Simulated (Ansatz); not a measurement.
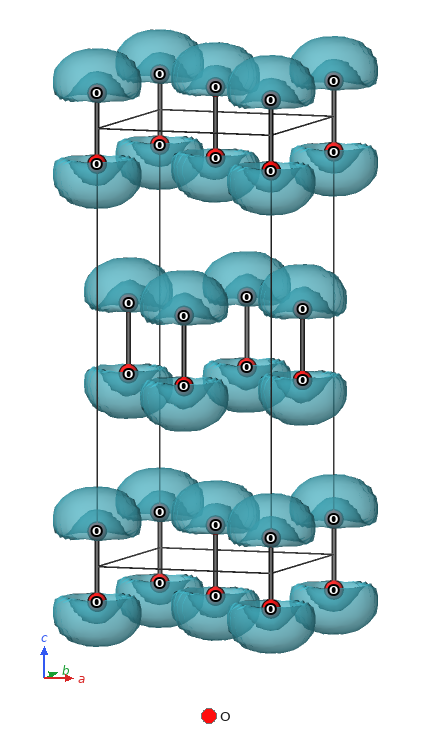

Figure. O. Isosurface of the electron localisation function at 0.8 (cyan), seen slightly off an axis. Only the valence region is drawn (cores and ρ < 0.01 e/Å³ removed). Sticks mark near contacts.

Space group Fmmm; not relaxed (largest force 0.8 eV/Å); computed pressure about 14 GPa in this cell.

Theory: DFT LDA, scalar-relativistic, plane waves, PAW in Ansatz 0.2.0.

In a PAW calculation such maps are meaningful between the atoms, not at the nuclei.

```yaml
crystal:
  lattice:
    - [3.06502, 0.00000, 0.00000]
    - [0.00000, 3.08493, 0.00000]
    - [0.00000, 0.00000, 7.30843]
  atoms:
    - { symbol: O, position: [0.00000, 0.00000, 0.08085] }
    - { symbol: O, position: [0.50000, 0.50000, 0.08085] }
    - { symbol: O, position: [0.50000, 0.00000, 0.58085] }
    - { symbol: O, position: [0.00000, 0.50000, 0.58085] }
    - { symbol: O, position: [0.50000, 0.00000, 0.41915] }
    - { symbol: O, position: [0.00000, 0.50000, 0.41915] }
    - { symbol: O, position: [0.00000, 0.00000, 0.91915] }
    - { symbol: O, position: [0.50000, 0.50000, 0.91915] }
```

### Where are the electrons localised?

At this value the surface marks out eight lobes on O, pointing away from the bonds (lone pairs, which may merge into one lobe), counted in one cell of 8 atoms. Regions shared between cells count once.

Values along the shortest contacts:
O–O (1.18 Å): the ELF peaks at about 0.75 between the atoms.

### Does the calculation make it a metal, or give it a gap?

It is metallic or semimetallic at this level of theory: no gap opens.
